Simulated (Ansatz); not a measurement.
System: Cu (slab).

The calculation's input:

```
crystal:
  lattice:
    - [2.5205910252, 0.0, 0.0]
    - [-1.2602955126, 2.1828958604, 0.0]
    - [0.0, 0.0, 23.2330465351]
  atoms:
    - { symbol: Cu, position: [0.3333333333, 0.6666666667, 0.3228160366] }
    - { symbol: Cu, position: [0.6666666667, 0.3333333333, 0.4114080183] }
    - { symbol: Cu, position: [0.3333333333, 0.6666666667, 0.5] }
    - { symbol: Cu, position: [0.6666666667, 0.3333333333, 0.5885919817] }
    - { symbol: Cu, position: [0.3333333333, 0.6666666667, 0.6771839634] }
basis:
  ecutwfc: 420
kpoints:
  mp_grid: { grid: [15, 15, 1] }
hamiltonian:
  xc: pbesol
scf:
  occupations: { method: gaussian, width: 0.1 }
output:
  forces: true
  eigenvalues: true
  write_density: true
  write_potential: true
  elf: true
  volumetric_format: npy
relax:
  adjacent_minimum: "off"
  f_tol: 0.02
  max_steps: 60
efield:
  axis: 3
  dipole_correction: true
  ramp_width: 0.04
```

Command:

```sh
ansatz run input.yaml --threads 1 --pin off --max-ram 2560MiB --backend cpu --events-out ev --progress --plain --runs-dir out
```

The fields are those of the relaxed geometry.

Computed without spin polarisation.

These are results of Ansatz, DFT PBEsol, scalar-relativistic, plane waves, PAW, not measurements.

Q: What can the converged valence pseudo-density and electron localisation function tell about the bonding?

A: Cu–Cu (2.51 Å): the density is about 0.29 e/Å³ at the midpoint; the ELF is about 0.20 at the midpoint (no shared electron pair shows on this line).

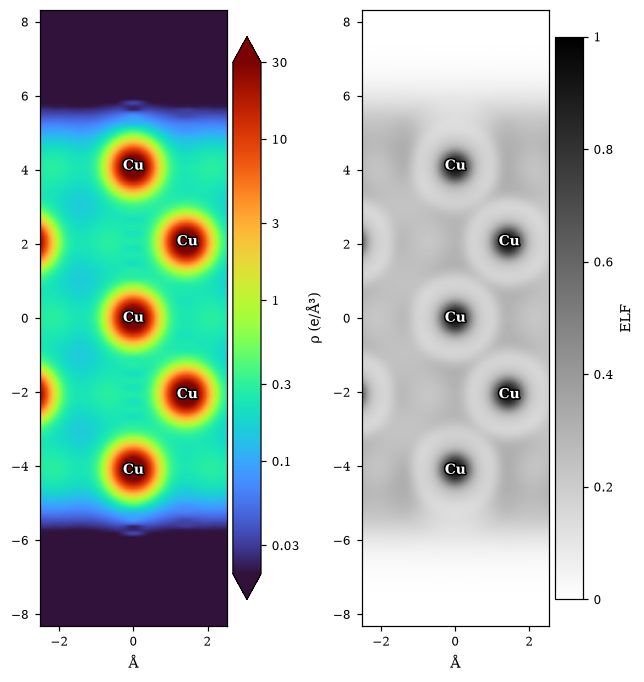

Computed valence pseudo-density and electron localisation function on the (110) plane of the calculation cell, a cut from vacuum to vacuum, in this order. 

In a PAW calculation such maps are meaningful between the atoms, not at the nuclei.
